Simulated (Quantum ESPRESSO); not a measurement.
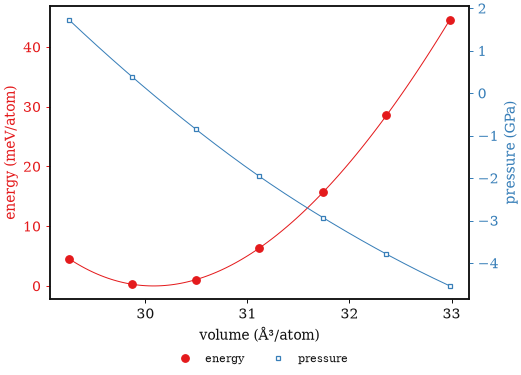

The figure shows the energy and pressure against volume for Bi, space group Im-3m (No. 229).

Cell as given: a = 3.432 Å, b = 3.432 Å, c = 3.432 Å, α = 109.47°, β = 109.47°, γ = 109.47°; 1 atom.

How it was computed, with Quantum ESPRESSO 7.5: plane-wave DFT, no spin polarisation; energies at scaled volumes of the given cell, shape and fractions fixed, counted from the fit's minimum, third-order Birch-Murnaghan fit. Level: PBEsol.

```
       setting                                value
        k mesh                                9×9×9
   occupations                          Fermi–Dirac
smearing width                              0.05 eV
    potentials  PseudoDojo 0.4.1 SR PBEsol standard
   wave cutoff                               898 eV
density cutoff                              3592 eV
```

**Give the fitted equation-of-state parameters.**

A third-order Birch–Murnaghan fit gives V0 = 30.08 Å³/atom, B0 = 60.7 GPa and B′ = 4.7.

**Read off the course of the pressure.**

It falls from 1.73 GPa at volume 29.25 Å³/atom to −4.54 GPa at 32.98 Å³/atom, and changes sign near 30.06 Å³/atom.

Caveats: spin-orbit coupling left out, heavy elements.
